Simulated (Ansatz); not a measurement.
Single-point calculation, with input and output: Ti18O35 (charge +1) (part 1 of 3)

- system: Ti18O35 (defect cell, 53 atoms in the cell, total charge +1)
- method: DFT PBE, scalar-relativistic, plane waves, PAW, spin-polarised (Ansatz 0.2.0)

The structure derives from a Materials Project entry.

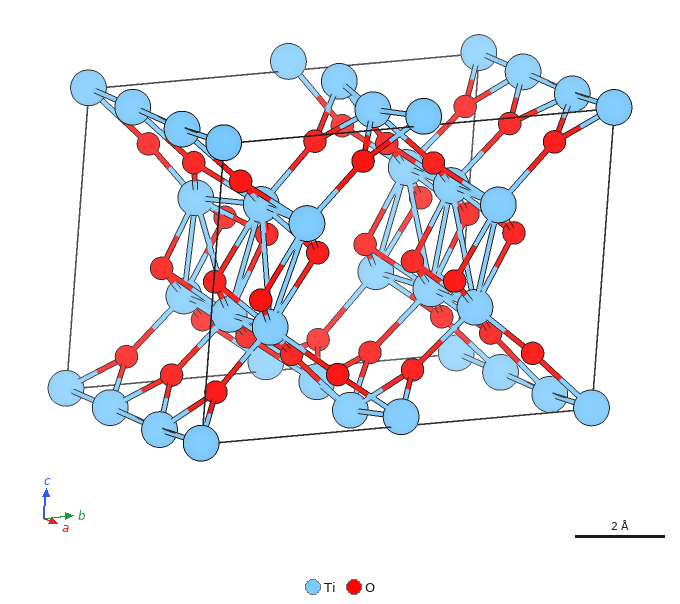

*The structure as given in the input (ball-and-stick view of the cell of the calculation, seen slightly off an axis). An atom can appear more than once, as a periodic image.*

**Input file**
```yaml
crystal:
  lattice:
    - [8.904794, 0.0, 0.0]
    - [0.000416, 9.415214, 0.0]
    - [1.48357, 0.242353, 7.083465]
  atoms:
    - { symbol: Ti, position: [0.2259295907, 0.2155786861, 0.6530436109], spin: 0.2 }
    - { symbol: Ti, position: [0.2188376735, 0.7548042925, 0.6896488075] }
    - { symbol: Ti, position: [0.5508163282, 0.2686327213, 0.6842281417] }
    - { symbol: Ti, position: [0.5532254899, 0.7540208259, 0.690627796] }
    - { symbol: Ti, position: [0.8912632599, 0.2680841982, 0.6830332935] }
    - { symbol: Ti, position: [0.888031719, 0.7593246035, 0.686760137] }
    - { symbol: Ti, position: [0.113026806, 0.2442614732, 0.3024442653] }
    - { symbol: Ti, position: [0.1136698257, 0.7343664755, 0.3257901246] }
    - { symbol: Ti, position: [0.4564123981, 0.2416340499, 0.3043162749] }
    - { symbol: Ti, position: [0.4488637408, 0.7593433006, 0.3271063791] }
    - { symbol: Ti, position: [0.7806010518, 0.23299138, 0.3215820244] }
    - { symbol: Ti, position: [0.7780382953, 0.7583473577, 0.3261347596] }
    - { symbol: Ti, position: [0.0007435515, -0.0016664389, 0.0036754179] }
    - { symbol: Ti, position: [-0.0248945625, 0.5181285685, 0.025893066], spin: 0.11 }
    - { symbol: Ti, position: [0.334939704, -0.003852475, 0.0005961361] }
    - { symbol: Ti, position: [0.3516021924, 0.5179069933, 0.0284630702], spin: 0.11 }
    - { symbol: Ti, position: [0.6704615911, 0.0069630256, -0.0123827478] }
    - { symbol: Ti, position: [0.6694447644, 0.4958668023, -0.005393135], spin: 0.32 }
    - { symbol: O, position: [0.1890241353, 0.9059159649, 0.8694544049] }
    - { symbol: O, position: [0.5123512209, 0.4089335575, 0.8714554649] }
    - { symbol: O, position: [0.5236213182, 0.9037654977, 0.8740143903] }
    - { symbol: O, position: [0.866374438, 0.4095992274, 0.869944644] }
    - { symbol: O, position: [0.8560747835, 0.9034555992, 0.8737613244] }
    - { symbol: O, position: [0.0889728994, 0.3439806487, 0.5482587413] }
    - { symbol: O, position: [0.0763015, 0.8493653802, 0.551465167] }
    - { symbol: O, position: [0.3986241309, 0.343393404, 0.5480720334] }
    - { symbol: O, position: [0.4072092455, 0.8553372433, 0.5571425198] }
    - { symbol: O, position: [0.742979385, 0.3545247408, 0.5485833128] }
    - { symbol: O, position: [0.7439938626, 0.8566621646, 0.555669734] }
    - { symbol: O, position: [0.301386172, 0.347184614, 0.1895839768] }
    - { symbol: O, position: [0.299689227, 0.8462258736, 0.196649753] }
    - { symbol: O, position: [0.6368619155, 0.3452779921, 0.1921871147] }
    - { symbol: O, position: [0.6343074293, 0.8554692214, 0.2025866051] }
    - { symbol: O, position: [0.973077184, 0.3470893317, 0.1859600568] }
    - { symbol: O, position: [0.9709643489, 0.8465689995, 0.197618065] }
    - { symbol: O, position: [0.0319981068, 0.152487353, 0.8046916051] }
    - { symbol: O, position: [0.0359379177, 0.647519724, 0.8078535823] }
    - { symbol: O, position: [0.3692599585, 0.1518853819, 0.8039886982] }
    - { symbol: O, position: [0.3647289522, 0.6475919357, 0.8086829897] }
    - { symbol: O, position: [0.7016289474, 0.1568741924, 0.8021165867] }
    - { symbol: O, position: [0.7008850403, 0.651132808, 0.8047618473] }
    - { symbol: O, position: [0.2622943313, 0.1277545691, 0.4354593422] }
    - { symbol: O, position: [0.2610153383, 0.6486828386, 0.4534915505] }
    - { symbol: O, position: [0.5929192168, 0.1485475483, 0.4488261201] }
    - { symbol: O, position: [0.5921010911, 0.6549590539, 0.4569649526] }
    - { symbol: O, position: [0.9276751036, 0.1506239335, 0.4484471685] }
    - { symbol: O, position: [0.9242482817, 0.6483881137, 0.4531879586] }
    - { symbol: O, position: [0.1477483998, 0.0954173201, 0.1243440808] }
    - { symbol: O, position: [0.1474478506, 0.5865300792, 0.1232597453], spin: 0.2 }
    - { symbol: O, position: [0.4801353681, 0.0958408843, 0.1237239481] }
    - { symbol: O, position: [0.4870347982, 0.6007652641, 0.14114243] }
    - { symbol: O, position: [0.8140785972, 0.0935880883, 0.1282411775] }
    - { symbol: O, position: [0.8022128173, 0.6006559105, 0.1404078116] }
magnetization:
  spin_polarized: true
total_charge: 1
basis:
  ecutwfc: 420
  fft_grid_basis: typed
kpoints:
  mp_grid: { grid: [2, 1, 2] }
hamiltonian:
  xc: pbe
  pseudopotentials: { kind: paw }
scf:
  occupations: { method: gaussian, width: 0.05 }
output:
  forces: true
  stress: false
  eigenvalues: true
  bader: true
  write_density: true
  volumetric_format: npy
  populations: true
```

Run on 8 threads of Arm Neoverse V2, 24 GiB of memory available, shared host.

Run as:
```bash
ansatz run input.yaml --threads 8 --pin off --max-ram 16384MiB --backend cpu --events-out ev --progress --plain --runs-dir out
```

**What the program printed**
```
Engine: ansatz 0.2.0, aarch64-unknown-linux-gnu
Pseudopotentials: kind: paw
Pseudopotential: Ti, paw, valence charge 12, recommended cutoff 420 eV (normal), Ti.paw.azcp
Pseudopotential: O, paw, valence charge 6, recommended cutoff 420 eV (normal), O.paw.azcp
Functional definition: PBE
  parameter kappa = 0.804
  parameter beta = 0.06672455060314922
  exchange = pbe_x(kappa = kappa, mu = beta*pi^2/3)
  correlation = pbe_c(beta = beta)
Crystal: 53 atoms, lattice volume = 593.882 Å³
Basis set: ecut = 420 eV, 11597 PW (Γ), exchange–correlation on 120×128×100 points (8 copies of the dense FFT grid, shifted against one another)
Bands: 266, of which v1, the nominal top of the filled ones, is band 213 counted from 1 (212 counted from 0)
Symmetry: 1 space group operations
Space group: P1 (ITA 1), of the structure as read, at distance tolerance 8.4e-5 Å
Magnetic group: BNS 1.1 (UNI 1), of the structure as read, at distance tolerance 8.4e-5 Å
k-points: 4
Non-local potential: Ti, projectors of the file, l = 0: 3, l = 1: 2, l = 2: 3, l = 3: 1
Non-local potential: O, projectors of the file, l = 0: 2, l = 1: 2, l = 2: 1
PAW form: soft (Blöchl's): semilocal exchange-correlation on the pseudo side does not see the compensation charge
PAW one-centre angular grid: Ti, 590 points (default); XC on 64 Gauss nodes
PAW one-centre angular grid: O, 110 points (default); XC on 64 Gauss nodes
Initial density: superposition of atomic densities (chi_scale 0.1, normalization cell, long waves kept (reshape's long-wave potential 0.13 eV rms))
Starting moments: Σ|m| = 0.94 μB on 5 of 53 sites
Initial wavefunctions: pseudopotential atomic-orbital guess
Functional: x = pbe(κ = 0.804, μ = 0.2195149727645171), c = pbe(β = 0.06672455060314922)
SCF iter   1: F=—  HF=-64939.431918 eV  |F-HF|=—  |Δ(HF+E_count)|=         —  Δρ=3.10e-2 (↑3.09e-2 ↓3.10e-2)  dr2=2.75e1  dr2_m=5.94e-2  M=0.431 μB ∫|m|=0.534 μB  β_m=0.30  ethr=3.10e-3  ⟨swp⟩=5.0  Hψ=8042  notcnv=0
Mixer restart at iter 1: flushing history
preconditioner: auto → Kerker (q_TF=auto, 2.580 Å⁻¹)  [metal: Δε(μ)=0.017 eV  Ē_g=9.602 eV  σ=0.050 eV  W_gap=0.19  n_scr=172 (ndim 8)  ℏωp=25.5 eV  f_vac=0.006  D(μ)=14.45/eV (n_scr^D=88)]
spin=Collinear: Kerker preconditioning applied to the charge; magnetization (m = ρ↑ − ρ↓) channel mixes plain (no charge-response kernel on spin).
SCF iter   2: F=—  HF=-64936.611538 eV  |F-HF|=—  |Δ(HF+E_count)|=    2.82e0  Δρ=2.23e-2 (↑2.19e-2 ↓2.23e-2)  dr2=1.55e1  dr2_m=3.25e-2  M=0.506 μB ∫|m|=0.601 μB  β_m=0.59  ethr=3.10e-3  ⟨swp⟩=2.0  Hψ=2543  notcnv=0  defer=322
SCF iter   3: F=—  HF=-64935.782270 eV  |F-HF|=—  |Δ(HF+E_count)|=   8.29e-1  Δρ=1.25e-2 (↑1.25e-2 ↓1.09e-2)  dr2=5.08e0  dr2_m=6.14e-2  M=1.000 μB ∫|m|=1.097 μB  β_m=0.62  ethr=3.10e-3  ⟨swp⟩=2.0  Hψ=3059  notcnv=0  defer=325
SCF iter   4: F=—  HF=-64934.967624 eV  |F-HF|=—  |Δ(HF+E_count)|=   8.15e-1  Δρ=5.20e-3 (↑5.20e-3 ↓5.16e-3)  dr2=1.23e0  dr2_m=2.04e-3  M=0.994 μB ∫|m|=1.127 μB  β_m=0.72  ethr=1.20e-3  ⟨swp⟩=2.4  Hψ=3570  notcnv=0  defer=325
SCF iter   5: F=—  HF=-64934.982259 eV  |F-HF|=—  |Δ(HF+E_count)|=   1.46e-2  Δρ=3.53e-3 (↑3.53e-3 ↓3.20e-3)  dr2=3.74e-1  dr2_m=4.18e-3  M=0.925 μB ∫|m|=1.087 μB  β_m=0.76  ethr=2.90e-4  ⟨swp⟩=2.6  Hψ=3468  notcnv=0  defer=326
SCF iter   6: F=—  HF=-64935.025866 eV  |F-HF|=—  |Δ(HF+E_count)|=   4.36e-2  Δρ=2.65e-3 (↑2.65e-3 ↓2.14e-3)  dr2=2.27e-1  dr2_m=3.67e-3  M=0.892 μB ∫|m|=1.053 μB  β_m=0.85  ethr=8.80e-5  ⟨swp⟩=2.0  Hψ=3133  notcnv=0  defer=326
SCF iter   7: F=—  HF=-64935.056719 eV  |F-HF|=—  |Δ(HF+E_count)|=   3.09e-2  Δρ=1.61e-3 (↑1.61e-3 ↓1.46e-3)  dr2=7.79e-2  dr2_m=4.71e-4  M=0.894 μB ∫|m|=1.046 μB  β_m=0.81  ethr=5.34e-5  ⟨swp⟩=2.0  Hψ=3049  notcnv=0  defer=326
SCF iter   8: F=—  HF=-64935.059117 eV  |F-HF|=—  |Δ(HF+E_count)|=   2.40e-3  Δρ=9.69e-4 (↑9.69e-4 ↓8.63e-4)  dr2=3.07e-2  dr2_m=3.73e-4  M=0.943 μB ∫|m|=1.092 μB  β_m=0.80  ethr=1.83e-5  ⟨swp⟩=2.1  Hψ=3332  notcnv=0  defer=324
SCF iter   9: F=—  HF=-64935.062157 eV  |F-HF|=—  |Δ(HF+E_count)|=   3.04e-3  Δρ=6.04e-4 (↑6.04e-4 ↓4.23e-4)  dr2=1.25e-2  dr2_m=3.00e-4  M=0.961 μB ∫|m|=1.115 μB  β_m=0.84  ethr=7.23e-6  ⟨swp⟩=2.2  Hψ=3200  notcnv=0  defer=325
SCF iter  10: F=—  HF=-64935.063003 eV  |F-HF|=—  |Δ(HF+E_count)|=   8.47e-4  Δρ=2.71e-4 (↑2.71e-4 ↓2.60e-4)  dr2=4.80e-3  dr2_m=3.11e-5  M=0.969 μB ∫|m|=1.129 μB  β_m=0.86  ethr=2.93e-6  ⟨swp⟩=2.0  Hψ=3526  notcnv=0  defer=325
SCF iter  11: F=—  HF=-64935.063214 eV  |F-HF|=—  |Δ(HF+E_count)|=   2.10e-4  Δρ=4.54e-4 (↑4.54e-4 ↓2.55e-4)  dr2=4.68e-3  dr2_m=1.76e-4  M=0.966 μB ∫|m|=1.130 μB  β_m=0.76  ethr=1.13e-6  ⟨swp⟩=2.0  Hψ=3822  notcnv=0  defer=329
SCF iter  12: F=—  HF=-64935.062916 eV  |F-HF|=—  |Δ(HF+E_count)|=   2.98e-4  Δρ=1.16e-4 (↑1.16e-4 ↓9.86e-5)  dr2=8.01e-4  dr2_m=6.78e-6  M=0.975 μB ∫|m|=1.141 μB  β_m=0.88  ethr=1.10e-6  ⟨swp⟩=2.0  Hψ=2732  notcnv=0  defer=328
SCF iter  13: F=—  HF=-64935.062976 eV  |F-HF|=—  |Δ(HF+E_count)|=   5.98e-5  Δρ=9.41e-5 (↑9.41e-5 ↓8.59e-5)  dr2=2.66e-4  dr2_m=1.80e-6  M=0.976 μB ∫|m|=1.143 μB  β_m=0.80  ethr=1.88e-7  ⟨swp⟩=2.0  Hψ=3697  notcnv=0  defer=327
SCF iter  14: F=—  HF=-64935.062981 eV  |F-HF|=—  |Δ(HF+E_count)|=   5.35e-6  Δρ=5.47e-5 (↑5.47e-5 ↓4.21e-5)  dr2=1.09e-4  dr2_m=1.68e-6  M=0.977 μB ∫|m|=1.144 μB  β_m=0.82  ethr=6.25e-8  ⟨swp⟩=2.0  Hψ=3480  notcnv=0  defer=327
SCF iter  15: F=—  HF=-64935.062986 eV  |F-HF|=—  |Δ(HF+E_count)|=   4.44e-6  Δρ=3.61e-5 (↑3.61e-5 ↓3.44e-5)  dr2=4.76e-5  dr2_m=5.00e-7  M=0.976 μB ∫|m|=1.143 μB  β_m=0.73  ethr=2.56e-8  ⟨swp⟩=2.0  Hψ=3478  notcnv=0  defer=329
SCF iter  16: F=—  HF=-64935.062850 eV  |F-HF|=—  |Δ(HF+E_count)|=   1.36e-4  Δρ=1.69e-5 (↑1.69e-5 ↓1.38e-5)  dr2=1.66e-5  dr2_m=2.77e-7  M=0.975 μB ∫|m|=1.142 μB  β_m=0.82  ethr=1.12e-8  ⟨swp⟩=2.0  Hψ=3145  notcnv=0  defer=329
SCF iter  17: F=—  HF=-64935.062849 eV  |F-HF|=—  |Δ(HF+E_count)|=   3.73e-7  Δρ=1.28e-5 (↑1.28e-5 ↓1.23e-5)  dr2=8.48e-6  dr2_m=3.84e-8  M=0.974 μB ∫|m|=1.141 μB  β_m=0.80  ethr=3.91e-9  ⟨swp⟩=2.0  Hψ=2799  notcnv=0  defer=329
SCF iter  18: F=—  HF=-64935.062849 eV  |F-HF|=—  |Δ(HF+E_count)|=   4.10e-7  Δρ=1.04e-5 (↑1.04e-5 ↓8.91e-6)  dr2=3.22e-6  dr2_m=3.19e-8  M=0.974 μB ∫|m|=1.141 μB  β_m=0.67  ethr=2.00e-9  ⟨swp⟩=2.0  Hψ=2972  notcnv=0  defer=329
SCF iter  19: F=—  HF=-64935.062848 eV  |F-HF|=—  |Δ(HF+E_count)|=   5.18e-7  Δρ=3.75e-6 (↑3.75e-6 ↓3.12e-6)  dr2=5.42e-7  dr2_m=9.67e-9  M=0.974 μB ∫|m|=1.140 μB  β_m=0.82  ethr=7.58e-10  ⟨swp⟩=2.0  Hψ=2953  notcnv=0  defer=329
SCF iter  20: F=—  HF=-64935.062848 eV  |F-HF|=—  |Δ(HF+E_count)|=   1.51e-7  Δρ=2.90e-6 (↑2.90e-6 ↓2.33e-6)  dr2=2.10e-7  dr2_m=6.21e-9  M=0.974 μB ∫|m|=1.140 μB  β_m=0.81  ethr=1.27e-10  ⟨swp⟩=2.0  Hψ=3697  notcnv=0  defer=329
SCF iter  21: F=—  HF=-64935.062849 eV  |F-HF|=—  |Δ(HF+E_count)|=   4.50e-8  Δρ=1.70e-6 (↑1.70e-6 ↓1.05e-6)  dr2=7.80e-8  dr2_m=3.25e-9  M=0.974 μB ∫|m|=1.140 μB  β_m=0.91  ethr=4.95e-11  ⟨swp⟩=2.0  Hψ=3153  notcnv=0  defer=329
SCF iter  22: F=—  HF=-64935.062849 eV  |F-HF|=—  |Δ(HF+E_count)|=   2.14e-8  Δρ=1.87e-6 (↑1.87e-6 ↓1.36e-6)  dr2=8.03e-8  dr2_m=2.04e-9  M=0.974 μB ∫|m|=1.141 μB  β_m=0.75  ethr=1.83e-11  ⟨swp⟩=9.6  Hψ=9231  notcnv=0
SCF iter  23: F=-64935.062849 eV  HF=-64935.062849 eV  |F-HF|=1.17e-8  |Δ(HF+E_count)|=   5.51e-9  Δρ=7.70e-7 (↑7.70e-7 ↓4.08e-7)  dr2=1.62e-8  dr2_m=4.45e-10  M=0.974 μB ∫|m|=1.141 μB  ethr=1.83e-11  ⟨swp⟩=3.0  Hψ=5123  notcnv=0
SCF 1 converged in 23 iterations: F = -64935.062849 eV  dr2 = 1.62e-8
  greatest PAW one-centre occupation: 0.999 electrons in one spin orbital (limit 2), on the Ti atom at site 12 (counted from 0), in its partial waves of l = 0
```

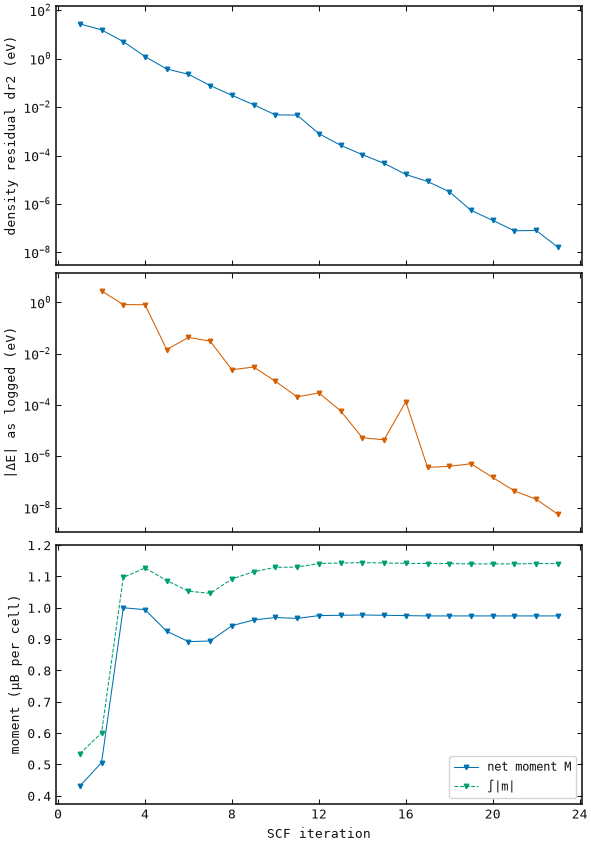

*Convergence of the self-consistent field: density residual dr2, size of the energy change and magnetic moment against the SCF iteration.*

The residual falls almost steadily, with no more than small rises. The net moment goes from 0.4 to 1.0 μB per cell.

```
SCF converged after 23 iterations
Magnetization: 0.9741 μB (212.9871 up, 212.0129 down)
Absolute magnetization: 1.1395 μB (∫|ρ↑−ρ↓|, with the PAW one-centre terms)
Spin contamination: 0.0119 ħ² per cell (⟨S²⟩ above its minimum at these occupations)
Per-site moments (μB) at R_I (Å): [(0.005121773652780698, 0.7320192127379964), (0.008512883052150725, 0.8011730271387947), (0.020344658741544164, 0.7859092886254296), (0.008521122079131452, 0.7954134599312243), (0.019777219959818248, 0.788518953175659), (0.00858419764652275, 0.7957325641606897), (0.008174510700416847, 0.7802457513569424), (0.010337207160022958, 0.7895904131115724), (0.007949933694032105, 0.7833163026286449), (0.011362900043321652, 0.7801308056143025), (0.0067523898959632464, 0.782045257744817), (0.011923180401938318, 0.7835195495141055), (0.019313227251833213, 0.8038377698870908), (0.09502871425095447, 0.7357740070229117), (0.02000540185372837, 0.8030208619910912), (0.09132075324530571, 0.734979203337966), (0.025250607162697006, 0.7819961299382785), (0.28496237732143415, 0.8054873130903606), (-0.0006362908900241718, 0.8011730271387947), (-0.0014122756294800156, 0.7859092886254296), (-0.0007010852979834506, 0.8043813102306878), (-0.0014393132344441523, 0.788518953175659), (-0.0004869855628579951, 0.7957325641606897), (-0.0004660269188442631, 0.8053823719116464), (-0.001035944938138862, 0.7999378022534077), (-0.0005002142281541986, 0.8046564899487687), (-0.0008261807779959616, 0.7801308056143025), (0.0005555063981529489, 0.8046505912173959), (-0.0009515276676016784, 0.7835195495141055), (-0.0019824834537589984, 0.8047016663591423), (5.658309875051545e-5, 0.8028886089855606), (-0.005202985157975954, 0.7833163026286449), (-0.0012436982372506184, 0.7922779075573947), (-0.0018471471728575232, 0.7802457513569424), (0.0001022951777155588, 0.8038377698870908), (-0.001073736819631109, 0.7956373008769939), (-0.0024845697100639285, 0.8016310376842106), (-0.00110476263327957, 0.7946404211090484), (-0.0020014067183756123, 0.8073840407216315), (0.0012286528372429627, 0.7819961299382785), (-0.00562448416182877, 0.7979425669018732), (-0.0007301063737841404, 0.7320192127379964), (-0.0003726872500721381, 0.7907294740381278), (-0.0007873073384005847, 0.782045257744817), (-0.00035081209268897123, 0.7954134599312243), (-0.0006893783975685606, 0.7832902146125179), (-0.0003670759833010661, 0.7895904131115724), (-0.0009491750116906123, 0.7913473998634817), (-0.004268414422256556, 0.7947290232488491), (-0.0005349333258004133, 0.787640209678394), (-0.004276586130286926, 0.734979203337966), (-0.0006839023134207958, 0.7959863089612175), (-0.0043415344569093985, 0.7357740070229117)]
Free energy (F): -64935.062849 eV
Harris-Foulkes:  -64935.062849 eV  (|F-HF|=1.17e-8)
Internal energy: -64935.051138 eV  (E = F + TS)
E sigma→0 (E₀):  -64935.056993 eV
Entropy (-TS):   -0.011710 eV (-0.221 meV/atom)
Fermi energy:    10.108083 eV
--- Per-component energies (eV) ---
  E_band       = -3951.085066
  E_kinetic    = 11035.578492
  E_local      = -31755.453497  (includes V_loc(G=0)·N_el)
  E_nonlocal   = 1726.073417
  E_hartree    = 12401.136970
  E_xc         = -4351.924886
  E_vxc        = -5510.195228  (∫ρ·V_xc dr)
  E_paw        = -24341.189955  (= ΣΔE_a)
  E_vpaw       = -4249.448520  (= ΣTr[D̂ρ^β])
  E_aug_tail   = 0.089046  (compensation charges beyond the density's cutoff)
  E_ewald      = -29649.360725
  E_smearing   = -0.011710  (= −TS)
  E_closure    = -0.000000  (closes the sum)
  E_deformation_potential = 17.705858  (in the stress; not in F)
  Σ components = -64935.062849   (vs F -64935.062849, Δ=0.00e0)
```
